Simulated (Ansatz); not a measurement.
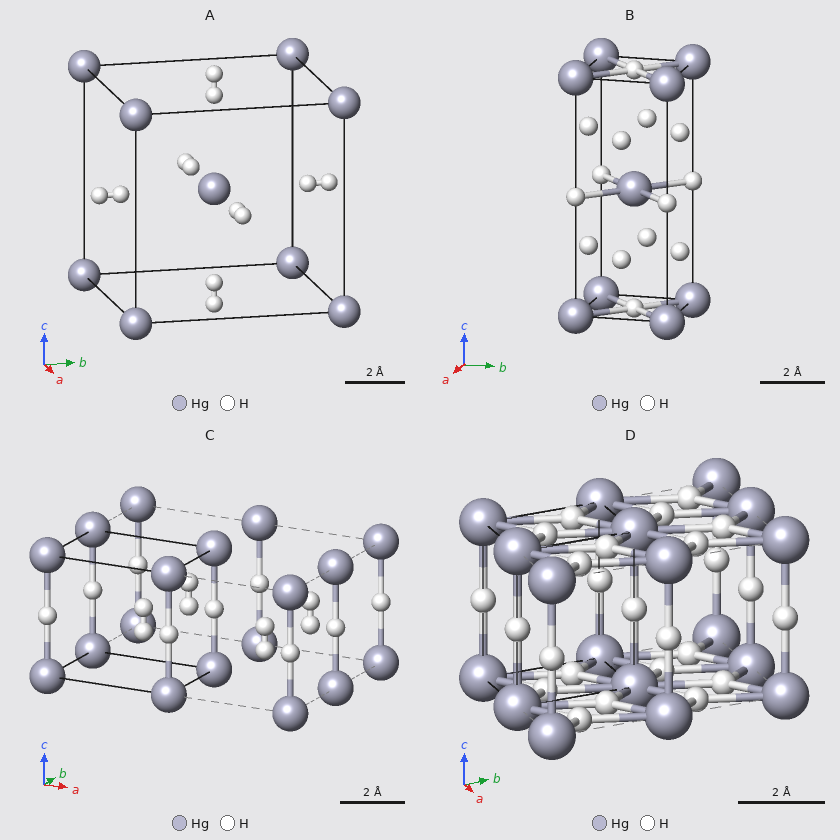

Four structures of HgH₃, each relaxed to rest (conventional cells in solid outline, small ones repeated, each panel with its own scale). Method: DFT PBE, scalar-relativistic, plane waves, PAW in Ansatz 0.2.0, without spin polarisation.

Question: What are the structures shown?

Answer: A: 8 atoms a cell on a primitive cubic lattice, Pm-3m; B: 8 atoms a cell on a body-centred tetragonal lattice, I4/mmm; C: 4 atoms a cell on a primitive hexagonal lattice, P-6m2; D: 4 atoms a cell on a primitive hexagonal lattice, P6/mmm.

Question: Rank them by energy, lowest first.

Answer: A, then C (+185 meV/atom), D (+729 meV/atom) and B (+1027 meV/atom), energies at zero smearing.

Question: Collect the results in a table.

Answer:
| panel | structure | E − E(lowest) (meV/atom) | volume (Å³/atom) | gap (eV) |
| --- | --- | --- | --- | --- |
| A | Pm-3m | 0 | 50.6 | 4.95 |
| C | P-6m2 | 185 | 24.2 | metal |
| D | P6/mmm | 729 | 11.0 | metal |
| B | I4/mmm | 1027 | 8.7 | metal |

Some of these may be structure types tried for this composition rather than known phases, and the most stable form need not be among them. Gaps are taken on the k-mesh or band path of each run.
